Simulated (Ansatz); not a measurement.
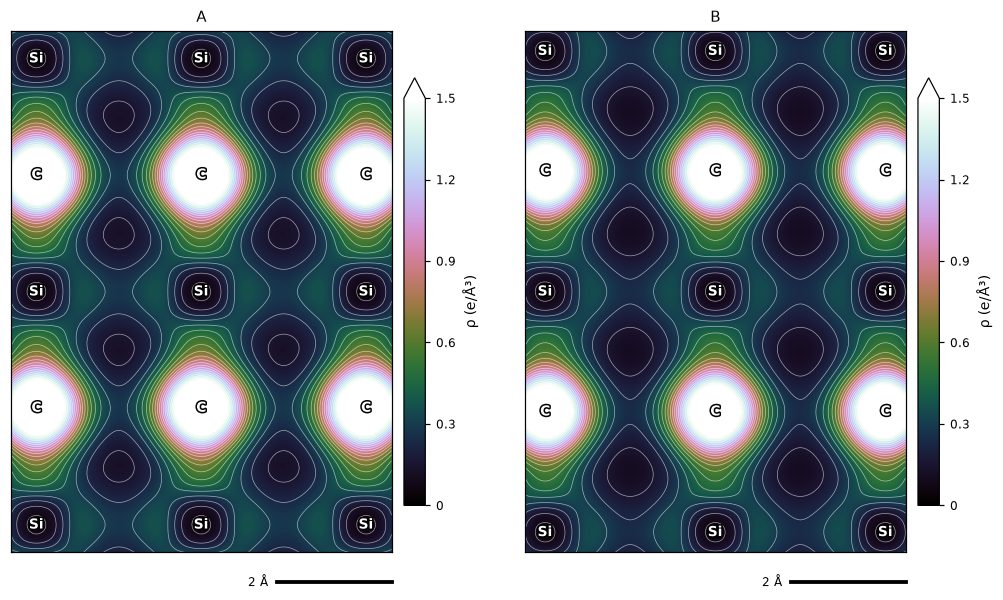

SiC. The valence electron density of two cells that differ in size, on the (101̄) plane of each (indices in the axes of the calculation cell), at one length scale and on one colour scale; one has 8.3 and the other 9.2 Å³ an atom.

Theory: DFT PBE, scalar-relativistic, plane waves, PAW (Ansatz 0.2.0).

The larger cell:

```cif
data_structure
_symmetry_space_group_name_H-M 'P 1'
_symmetry_Int_Tables_number 1
_cell_length_a 2.9616
_cell_length_b 2.9616
_cell_length_c 2.9616
_cell_angle_alpha 60.000
_cell_angle_beta 60.000
_cell_angle_gamma 60.000
_cell_volume 18.37
loop_
_atom_site_label
_atom_site_type_symbol
_atom_site_fract_x
_atom_site_fract_y
_atom_site_fract_z
_atom_site_occupancy
Si1 Si 0.00000 0.00000 0.00000 1
C1 C 0.50000 0.50000 0.50000 1
```

The smaller cell: a = 2.869 Å, b = 2.869 Å, c = 2.869 Å, α = 60.00°, β = 60.00°, γ = 60.00°.

Q: Which panel shows the smaller cell, and what does the compression change?

A: Panel A is the smaller cell, by 9 % in volume. From the larger cell to the smaller, Si–C goes from 2.09 to 2.03 Å, and the density at its midpoint from 0.59 to 0.66 e/Å³; the pressure goes from −19 to 0.0 GPa.
